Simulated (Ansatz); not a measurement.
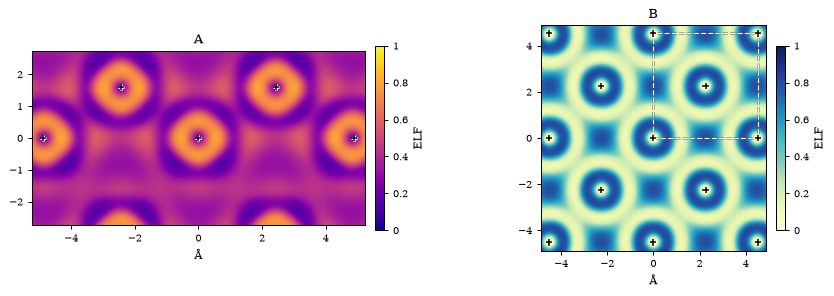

The electron localisation function of 2 systems, each on a plane through atoms (crosses mark nuclei in the plane).

The calculation used DFT, HSE06, plane waves (420 eV) with PAW, scalar-relativistic in Ansatz.

System 1: Zr, the (100) plane of the conventional cell. Space group Fm-3m; set up as Zr, fcc; a generated structure, not necessarily the stable one.

```yaml
crystal:
  lattice:
    - [4.52788, 0.00000, 0.00000]
    - [0.00000, 4.52788, 0.00000]
    - [0.00000, 0.00000, 4.52788]
  atoms:
    - { symbol: Zr, position: [0.00000, 0.00000, 0.00000] }
    - { symbol: Zr, position: [0.50000, 0.50000, 0.00000] }
    - { symbol: Zr, position: [0.50000, 0.00000, 0.50000] }
    - { symbol: Zr, position: [0.00000, 0.50000, 0.50000] }
```

System 2: Mo, the (110) plane of the conventional cell. Space group P6₃/mmc; set up as Mo, hcp; a generated structure, not necessarily the stable one; computed without spin polarisation.

Q: Match each panel to its system.

A: Panel A is system 2, Mo: the plane holds Mo. Mo–Mo (2.92 Å): the ELF is about 0.30 at the midpoint; no shared electron pair shows on this line. Panel B is system 1, Zr: the plane holds Zr. Zr–Zr (3.20 Å): the ELF is about 0.25 at the midpoint: no localised pair shows between them.
